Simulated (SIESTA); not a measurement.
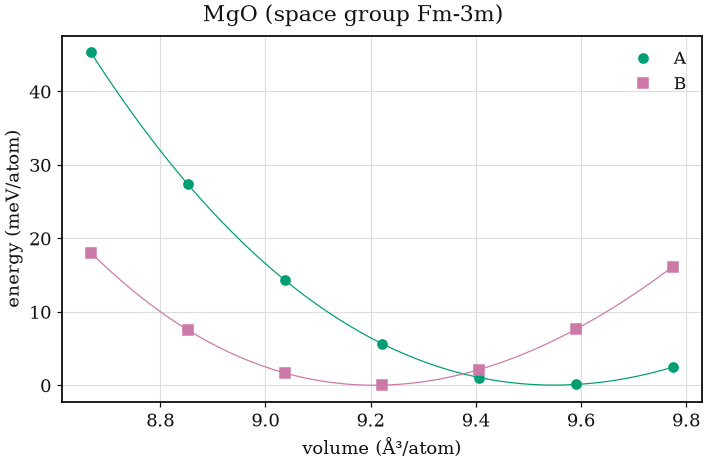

The plot gives the computed energy against volume, with one curve for each functional, for MgO (space group Fm-3m). The labels are replaced by letters. In alphabetical order the cases are: LDA; PBEsol.

Method: DFT in numerical atomic orbitals with pseudopotentials, no spin polarisation; energies at scaled volumes of the given cell, shape and fractions fixed, counted from the fit's minimum, third-order Birch-Murnaghan fit (SIESTA 5.4.2). All runs: no spin polarisation.

- k mesh: 11×11×11
- occupations: Fermi–Dirac
- smearing width: 0.05 eV
- potentials: PseudoDojo 0.4 standard, converted to PSML, two zetas on semicore shells

Q: Which letter stands for which functional?

A: A: PBEsol; B: LDA.

Note: mulliken charges of long orbitals.
